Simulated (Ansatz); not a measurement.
**Run report: Mg$_{2}$O$_{5}$, single-point calculation**

Mg$_{2}$O$_{5}$ (7 atoms in the cell), computed with DFT PBE, scalar-relativistic, plane waves, PAW, spin-polarised (Ansatz 0.2.0).

The structure was made by a generator, so it may or may not be a known phase. Figures and captions count atoms from 1; the log counts them from 0 in places.

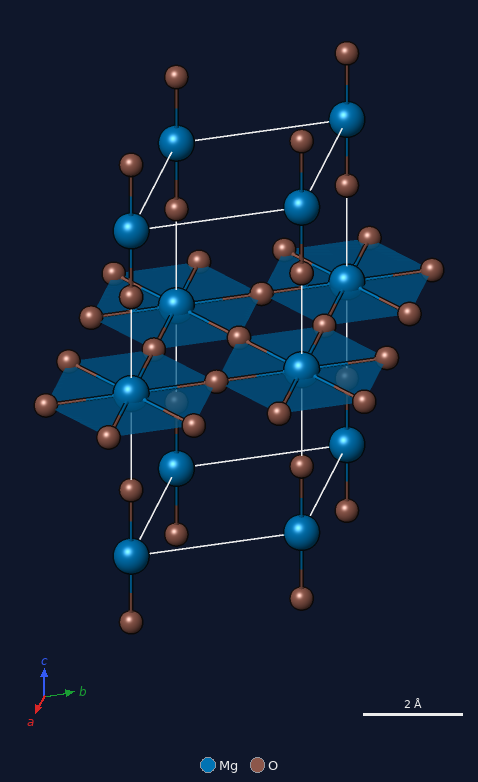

The input geometry (polyhedral view of the cell of the calculation, seen at an oblique angle; polyhedra are completed across the faces of the cell).

**Key numbers**

| quantity | value |
| --- | --- |
| outcome | converged |
| space group (tolerance 0.01 Å) | P6/mmm (191) |
| electrons treated | 50 |
| free energy | −6667.4057 eV |
| Fermi energy | 3.134 eV |
| gap on the k-point mesh | none (metallic) |
| net moment of the cell | 1.88 μB |
| integrated absolute moment | 2.01 μB |
| pressure | 49.81 GPa |
| largest force (length of the vector) | 10.160 eV/Å |
| hardware | 1 thread of Arm Neoverse N1, 24 GiB of memory available, shared host |
| wall time | 15 s |
| peak memory | 0.35 GiB |

**Remarks**

The cell is under a pressure of 50 GPa at this level, so it is not at its equilibrium volume.

**Input file**
```yaml
crystal:
  lattice:
    - [3.58375651, 0.0, 0.0]
    - [-1.79187825, 3.10362418, 0.0]
    - [0.0, 0.0, 7.6941726]
  atoms:
    - { symbol: Mg, position: [0.0, 0.0, 0.0] }
    - { symbol: Mg, position: [0.0, 0.0, 0.5] }
    - { symbol: O, position: [0.5, 0.0, 0.5], spin: 1.0 }
    - { symbol: O, position: [0.0, 0.5, 0.5], spin: 1.0 }
    - { symbol: O, position: [0.5, 0.5, 0.5], spin: 1.0 }
    - { symbol: O, position: [0.0, 0.0, 0.20306568], spin: 1.0 }
    - { symbol: O, position: [0.0, 0.0, 0.79693432], spin: 1.0 }
basis:
  ecutwfc: 420
kpoints:
  mp_grid: { grid: [6, 6, 2] }
hamiltonian:
  xc: pbe
scf:
  occupations: { method: gaussian, width: 0.1 }
  lower_state_search: "off"
output:
  forces: true
  stress: true
  eigenvalues: true
  populations: true
magnetization:
  spin_polarized: true
```

Run as:
```bash
ansatz run input.yaml --threads 1 --pin off --max-ram 2048MiB --backend cpu --events-out ev --progress --plain --runs-dir out
```

**The program's output**
```
Engine: ansatz 0.2.0, aarch64-unknown-linux-gnu
Pseudopotentials: kind: paw
Pseudopotential: Mg, paw, valence charge 10, recommended cutoff 420 eV (normal), Mg.paw.azcp
Pseudopotential: O, paw, valence charge 6, recommended cutoff 420 eV (normal), O.paw.azcp
Functional definition: PBE
  parameter kappa = 0.804
  parameter beta = 0.06672455060314922
  exchange = pbe_x(kappa = kappa, mu = beta*pi^2/3)
  correlation = pbe_c(beta = beta)
Crystal: 7 atoms, lattice volume = 85.579 Å³
Basis set: ecut = 420 eV, 1663 PW (Γ), exchange–correlation on 48×48×108 points (8 copies of the dense FFT grid, shifted against one another)
Bands: 35, of which v1, the nominal top of the filled ones, is band 25 counted from 1 (24 counted from 0)
Symmetry: 24 space group operations
Space group: P6/mmm (ITA 191), of the structure as read, at distance tolerance 4.4e-5 Å
Magnetic group: BNS 191.233 (UNI 1463), of the structure as read, at distance tolerance 4.4e-5 Å
k-points: 14 of 72
Non-local potential: Mg, projectors of the file, l = 0: 3, l = 1: 2, l = 2: 1
Non-local potential: O, projectors of the file, l = 0: 2, l = 1: 2, l = 2: 1
PAW form: soft (Blöchl's): semilocal exchange-correlation on the pseudo side does not see the compensation charge
PAW one-centre angular grid: Mg, 110 points (default); XC on 64 Gauss nodes
PAW one-centre angular grid: O, 110 points (default); XC on 64 Gauss nodes
Initial density: superposition of atomic densities (chi_scale 0.1, normalization cell, long waves 38 % of neutral atoms (reshape's long-wave potential 1.38 eV rms, cloud 2.07 Å wide))
Starting moments: Σ|m| = 5 μB on 5 of 7 sites
Initial wavefunctions: pseudopotential atomic-orbital guess
Functional: x = pbe(κ = 0.804, μ = 0.2195149727645171), c = pbe(β = 0.06672455060314922)
SCF iter   1: F=—  HF=-6675.652890 eV  |F-HF|=—  |Δ(HF+E_count)|=         —  Δρ=1.06e-1 (↑8.73e-2 ↓1.06e-1)  dr2=4.09e1  dr2_m=2.14e0  M=1.550 μB ∫|m|=1.863 μB  β_m=0.30  ethr=3.10e-3  ⟨swp⟩=6.9  Hψ=4462  notcnv=0  defer=2
preconditioner: auto → Kerker (q_TF=auto, 2.495 Å⁻¹)  [metal: Δε(μ)=0.072 eV  Ē_g=15.016 eV  σ=0.100 eV  W_gap=0.39  n_scr=24 (ndim 8)  ℏωp=23.4 eV  f_vac=0.048  D(μ)=1.94/eV (n_scr^D=10)]
spin=Collinear: Kerker preconditioning applied to the charge; magnetization (m = ρ↑ − ρ↓) channel mixes plain (no charge-response kernel on spin).
SCF iter   2: F=—  HF=-6670.244581 eV  |F-HF|=—  |Δ(HF+E_count)|=    5.41e0  Δρ=6.16e-2 (↑5.94e-2 ↓6.16e-2)  dr2=2.22e1  dr2_m=9.45e-1  M=1.631 μB ∫|m|=1.939 μB  β_m=0.30  ethr=3.10e-3  ⟨swp⟩=2.8  Hψ=1883  notcnv=0  defer=119
preconditioner: auto → Resta (q_TF=auto, 2.495 Å⁻¹)  ε∞=3.5  [insulator: Δε(μ)=0.140 eV  Ē_g=14.753 eV  σ=0.100 eV  W_gap=0.63  n_scr=24 (ndim 8)  ℏωp=23.4 eV  f_vac=0.067  D(μ)=1.47/eV (n_scr^D=4)  ε∞_Penn≈3.5]
spin=Collinear: Resta preconditioning applied to the charge; magnetization (m = ρ↑ − ρ↓) channel mixes plain (no charge-response kernel on spin).
SCF iter   3: F=—  HF=-6673.330048 eV  |F-HF|=—  |Δ(HF+E_count)|=    3.09e0  Δρ=1.63e-1 (↑9.41e-2 ↓1.63e-1)  dr2=9.00e1  dr2_m=1.28e0  M=3.017 μB ∫|m|=3.088 μB  β_m=0.30  ethr=3.10e-3  ⟨swp⟩=3.1  Hψ=2125  notcnv=0  defer=142
SCF iter   4: F=—  HF=-6668.796386 eV  |F-HF|=—  |Δ(HF+E_count)|=    4.53e0  Δρ=6.04e-2 (↑4.52e-2 ↓6.04e-2)  dr2=1.81e1  dr2_m=7.19e-1  M=1.391 μB ∫|m|=1.649 μB  β_m=0.30  ethr=3.10e-3  ⟨swp⟩=2.9  Hψ=1932  notcnv=0  defer=104
SCF iter   5: F=—  HF=-6667.510057 eV  |F-HF|=—  |Δ(HF+E_count)|=    1.29e0  Δρ=6.27e-2 (↑8.87e-3 ↓6.27e-2)  dr2=5.91e0  dr2_m=9.05e-1  M=2.556 μB ∫|m|=2.629 μB  β_m=0.30  ethr=3.10e-3  ⟨swp⟩=2.6  Hψ=2048  notcnv=0  defer=131
SCF iter   6: F=—  HF=-6667.481291 eV  |F-HF|=—  |Δ(HF+E_count)|=   2.88e-2  Δρ=4.56e-2 (↑6.13e-3 ↓4.56e-2)  dr2=4.31e0  dr2_m=4.20e-1  M=2.553 μB ∫|m|=2.632 μB  β_m=0.30  ethr=3.10e-3  ⟨swp⟩=2.0  Hψ=1251  notcnv=0  defer=110
SCF iter   7: F=—  HF=-6667.458866 eV  |F-HF|=—  |Δ(HF+E_count)|=   2.24e-2  Δρ=3.01e-2 (↑1.54e-2 ↓3.01e-2)  dr2=2.98e0  dr2_m=1.49e-1  M=1.794 μB ∫|m|=1.948 μB  β_m=0.30  ethr=3.10e-3  ⟨swp⟩=2.0  Hψ=992  notcnv=0  defer=110
SCF iter   8: F=—  HF=-6667.407948 eV  |F-HF|=—  |Δ(HF+E_count)|=   5.09e-2  Δρ=1.54e-2 (↑1.29e-2 ↓1.54e-2)  dr2=1.27e0  dr2_m=3.41e-2  M=1.873 μB ∫|m|=1.995 μB  β_m=1.00  ethr=3.10e-3  ⟨swp⟩=1.0  Hψ=1204  notcnv=0  defer=110
SCF iter   9: F=—  HF=-6667.354233 eV  |F-HF|=—  |Δ(HF+E_count)|=   5.37e-2  Δρ=1.10e-2 (↑1.10e-2 ↓8.89e-3)  dr2=3.37e-2  dr2_m=7.24e-2  M=1.889 μB ∫|m|=1.986 μB  β_m=0.30  ethr=2.54e-3  ⟨swp⟩=1.0  Hψ=863  notcnv=0  defer=110
SCF iter  10: F=—  HF=-6667.371728 eV  |F-HF|=—  |Δ(HF+E_count)|=   1.75e-2  Δρ=9.60e-3 (↑8.47e-3 ↓9.60e-3)  dr2=2.39e-3  dr2_m=6.28e-2  M=1.889 μB ∫|m|=1.988 μB  β_m=0.30  ethr=6.75e-5  ⟨swp⟩=1.1  Hψ=1208  notcnv=0  defer=114
Mixer restart at iter 10: flushing history
spin-set hold released at iteration 10 (site moments contracting): the magnetisation degrees of freedom join the quasi-Newton model from the next iteration; the mixer history was flushed
SCF iter  11: F=—  HF=-6667.386828 eV  |F-HF|=—  |Δ(HF+E_count)|=   1.51e-2  Δρ=1.02e-2 (↑6.29e-3 ↓1.02e-2)  dr2=2.16e-2  dr2_m=5.25e-2  M=1.889 μB ∫|m|=1.990 μB  β_m=0.30  ethr=4.79e-6  ⟨swp⟩=2.1  Hψ=1322  notcnv=0  defer=114
SCF iter  12: F=—  HF=-6667.392579 eV  |F-HF|=—  |Δ(HF+E_count)|=   5.75e-3  Δρ=5.97e-3 (↑5.52e-3 ↓5.97e-3)  dr2=1.47e-3  dr2_m=2.51e-2  M=1.889 μB ∫|m|=1.992 μB  β_m=0.55  ethr=4.79e-6  ⟨swp⟩=2.0  Hψ=1174  notcnv=0  defer=114
SCF iter  13: F=—  HF=-6667.405296 eV  |F-HF|=—  |Δ(HF+E_count)|=   1.27e-2  Δρ=3.40e-3 (↑1.31e-3 ↓3.40e-3)  dr2=6.83e-3  dr2_m=4.25e-3  M=1.888 μB ∫|m|=2.002 μB  β_m=0.56  ethr=2.94e-6  ⟨swp⟩=2.0  Hψ=1362  notcnv=0  defer=114
SCF iter  14: F=—  HF=-6667.405996 eV  |F-HF|=—  |Δ(HF+E_count)|=   7.00e-4  Δρ=6.10e-4 (↑3.16e-4 ↓6.10e-4)  dr2=2.64e-4  dr2_m=1.53e-4  M=1.885 μB ∫|m|=2.004 μB  β_m=0.64  ethr=2.94e-6  ⟨swp⟩=2.0  Hψ=1387  notcnv=0  defer=114
SCF iter  15: F=—  HF=-6667.406045 eV  |F-HF|=—  |Δ(HF+E_count)|=   4.90e-5  Δρ=6.10e-5 (↑6.10e-5 ↓5.80e-5)  dr2=7.52e-6  dr2_m=1.35e-6  M=1.884 μB ∫|m|=2.005 μB  β_m=0.82  ethr=5.27e-7  ⟨swp⟩=1.9  Hψ=1101  notcnv=0  defer=114
SCF iter  16: F=—  HF=-6667.405740 eV  |F-HF|=—  |Δ(HF+E_count)|=   3.05e-4  Δρ=1.65e-5 (↑1.65e-5 ↓1.35e-5)  dr2=6.34e-7  dr2_m=6.82e-8  M=1.884 μB ∫|m|=2.006 μB  β_m=0.91  ethr=1.50e-8  ⟨swp⟩=2.0  Hψ=1521  notcnv=0  defer=114
SCF iter  17: F=-6667.405741 eV  HF=-6667.405741 eV  |F-HF|=2.35e-8  |Δ(HF+E_count)|=   5.96e-7  Δρ=4.23e-6 (↑2.89e-6 ↓4.23e-6)  dr2=5.12e-8  dr2_m=2.85e-9  M=1.884 μB ∫|m|=2.006 μB  ethr=2.00e-10  ⟨swp⟩=9.6  Hψ=5154  notcnv=0
SCF 1 converged in 17 iterations: F = -6667.405741 eV  dr2 = 5.12e-8
  greatest PAW one-centre occupation: 1.001 electrons in one spin orbital (limit 2), on the Mg atom at site 0 (counted from 0), in its partial waves of l = 1
```

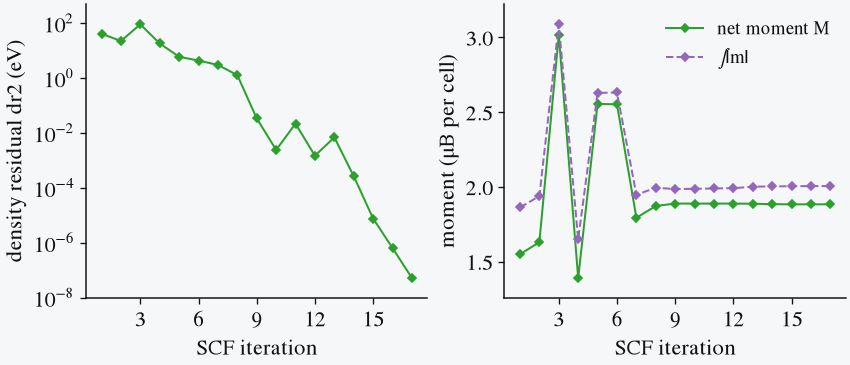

Convergence of the self-consistent field: density residual dr2 and magnetic moment against the SCF iteration. The residual falls unevenly and jumps up by a factor of two or more 3 times on the way down. The net moment goes from 1.6 to 1.9 μB per cell, with excursions between 1.4 and 3.0 on the way.

```
SCF converged after 17 iterations
Magnetization: 1.8843 μB (25.9422 up, 24.0578 down)
Absolute magnetization: 2.0062 μB (∫|ρ↑−ρ↓|, with the PAW one-centre terms)
Spin contamination: 0.0150 ħ² per cell (⟨S²⟩ above its minimum at these occupations)
Per-site moments (μB) at R_I (Å): [(0.0025659019845009844, 0.6444992363107518), (0.0012113036658299343, 0.7391497803497015), (0.15206247666850883, 0.7391497803497015), (0.1520624766685088, 0.7391497803497015), (0.1520624766685088, 0.7391497803497015), (0.49398311241662946, 0.6444992363107518), (0.4939831124166297, 0.644499236310752)]
Free energy (F): -6667.405741 eV
Harris-Foulkes:  -6667.405741 eV  (|F-HF|=2.35e-8)
Internal energy: -6667.379228 eV  (E = F + TS)
E sigma→0 (E₀):  -6667.392485 eV
Entropy (-TS):   -0.026512 eV (-3.787 meV/atom)
Fermi energy:    3.134145 eV
--- Per-component energies (eV) ---
  E_band       = -840.132952
  E_kinetic    = 1037.851527
  E_local      = -6772.548786  (includes V_loc(G=0)·N_el)
  E_nonlocal   = 437.399348
  E_hartree    = 2611.526079
  E_xc         = -429.435008
  E_vxc        = -548.795404  (∫ρ·V_xc dr)
  E_paw        = -1366.159548  (= ΣΔE_a)
  E_vpaw       = -217.103485  (= ΣTr[D̂ρ^β])
  E_aug_tail   = 0.012012  (compensation charges beyond the density's cutoff)
  E_ewald      = -2186.024852
  E_smearing   = -0.026512  (= −TS)
  E_closure    = 0.000000  (closes the sum)
  Σ components = -6667.405741   (vs F -6667.405741, Δ=0.00e0)
--- Forces (eV/Å), atoms counted from 1 ---
  atom   1  Mg    -0.00000000     0.00000000     0.00000000
  atom   2  Mg    -0.00000000     0.00000000     0.00000000
  atom   3  O     -0.00000000     0.00000000     0.00000000
  atom   4  O     -0.00000000    -0.00000000     0.00000000
  atom   5  O     -0.00000000    -0.00000000     0.00000000
  atom   6  O      0.00000000     0.00000000    10.16002437
  atom   7  O     -0.00000000    -0.00000000   -10.16002437
  max |Σ_I F_I| component: 1.38e-25 eV/Å
--- Stress (GPa, compression-positive) ---
       47.798869      -0.000000      -0.000000
       -0.000000      47.798869      -0.000000
       -0.000000       0.000000      53.834610
  P = ⅓ Tr σ = 49.8108 GPa (498.108 kbar)
--- Band table (eV; the first three rows and the last of 28) ---
  k-point 0 ↑: bands = ["-69.2476", "-68.9487", "-36.1240", "-36.0196", "-36.0196", "-35.8418", "-35.8418", "-35.5920", "-20.0082", "-13.3473", "-12.8372", "-12.5625", "-12.5625", "-7.0995", "-3.8740", "-3.8740", "-2.7258", "0.6723", "2.0869", "2.0869", "2.1300", "2.1300", "2.2885", "2.5212", "2.5212", "5.0324", "5.3352", "7.3816", "7.3816", "11.5481", "13.1637", "16.4097", "16.4097", "16.6800", "18.2553"]
  k-point 1 ↑: bands = ["-69.2476", "-68.9487", "-36.1240", "-36.0196", "-36.0196", "-35.8418", "-35.8418", "-35.5920", "-20.0080", "-13.3667", "-12.8149", "-12.5625", "-12.5625", "-7.0994", "-3.8738", "-3.8738", "-2.7868", "1.0966", "1.8162", "2.0950", "2.0950", "2.1225", "2.1225", "2.5218", "2.5218", "5.0329", "5.5307", "7.3819", "7.3819", "10.7342", "15.1403", "15.5195", "16.4432", "16.4432", "18.0026"]
  k-point 2 ↑: bands = ["-69.2475", "-68.9486", "-36.1237", "-36.0212", "-36.0200", "-35.8526", "-35.8441", "-35.5914", "-19.7056", "-13.6013", "-13.3137", "-12.8059", "-12.6340", "-6.0066", "-3.7621", "-3.3326", "-2.5073", "0.7870", "1.7089", "1.7469", "1.9501", "2.0722", "2.2201", "2.3239", "2.5672", "4.3872", "5.9325", "6.4961", "7.1895", "12.1386", "13.3214", "13.9930", "15.8629", "17.1255", "17.9310"]
  k-point 13 ↓: bands = ["-69.2453", "-68.9493", "-36.1049", "-36.0234", "-36.0234", "-35.8675", "-35.8675", "-35.5937", "-16.9738", "-16.9738", "-13.1730", "-12.1401", "-11.5816", "-2.0369", "-2.0369", "-1.7243", "-0.3028", "-0.3028", "1.2648", "2.5152", "2.5152", "2.6404", "2.6404", "2.6437", "2.9921", "3.2483", "3.2483", "5.2737", "9.4905", "9.4905", "12.4022", "15.4805", "15.4805", "17.3690", "17.5694"]
--- Löwdin populations: 7 sites ---
  site symbol       q [e]    m [muB]
     0     Mg      8.3656    -0.0368
     1     Mg      8.3362    -0.0083
     2      O      6.3584     0.1697
     3      O      6.3584     0.1697
     4      O      6.3584     0.1697
     5      O      6.9651     0.7277
     6      O      6.9651     0.7277
  spilling = 0.005858 (of n_electrons = 50.000000)
```

**File populations.tsv**
```
# site	symbol	l	j	q_up	q_dn
# orbitals = lowdin
# n_electrons = 50.000000
# spilling = 0.005858
0	Mg	0_2S	-	0.998671	0.998582
0	Mg	0_3S	-	0.166180	0.203504
0	Mg	1_2P	-	2.999539	2.999084
1	Mg	0_2S	-	0.998422	0.998364
1	Mg	0_3S	-	0.165978	0.174477
1	Mg	1_2P	-	2.999536	2.999439
2	O	0_2S	-	0.950302	0.944641
2	O	1_2P	-	2.313750	2.149718
3	O	0_2S	-	0.950302	0.944641
3	O	1_2P	-	2.313750	2.149718
4	O	0_2S	-	0.950302	0.944641
4	O	1_2P	-	2.313750	2.149718
5	O	0_2S	-	0.952422	0.949360
5	O	1_2P	-	2.893934	2.169336
6	O	0_2S	-	0.952422	0.949360
6	O	1_2P	-	2.893934	2.169336
```

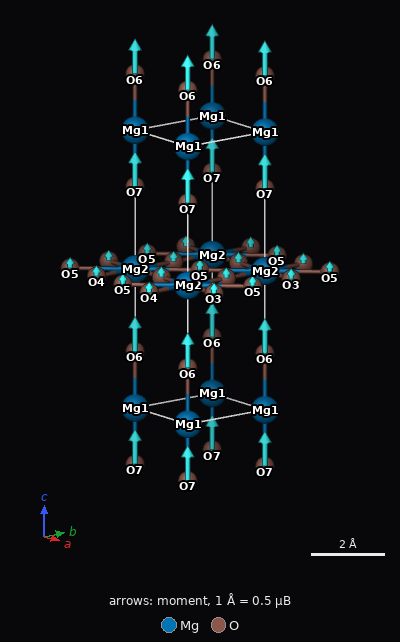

Magnetic moments of the sites as teal arrows (ball-and-stick view of the cell of the calculation, seen slightly off an axis; bonded neighbours outside the cell are drawn too; atoms are numbered from 1 in the order of the input); small moments hardly show. The run is collinear, so the axis drawn is arbitrary. Site moments: O6, O7 (0.49 μB); O3, O4, O5 (0.15 μB). They are counted near the atoms and needn't add up to the moment of the cell.

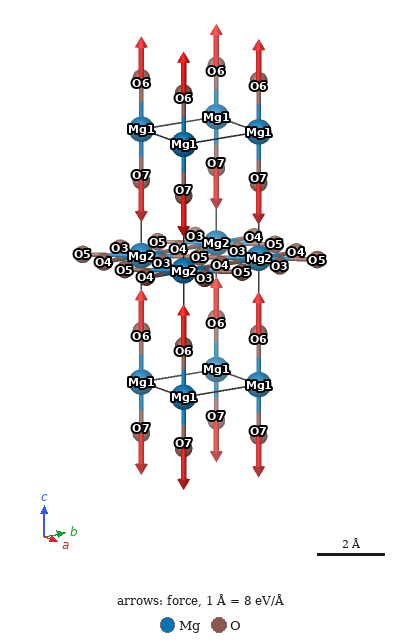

Forces on the atoms as red arrows (ball-and-stick view of the cell of the calculation, seen slightly off an axis; bonded neighbours outside the cell are drawn too; atoms are numbered from 1 in the order of the input). The largest act on O6, O7 (10.16 eV/Å). The geometry is not a stationary point of this energy.
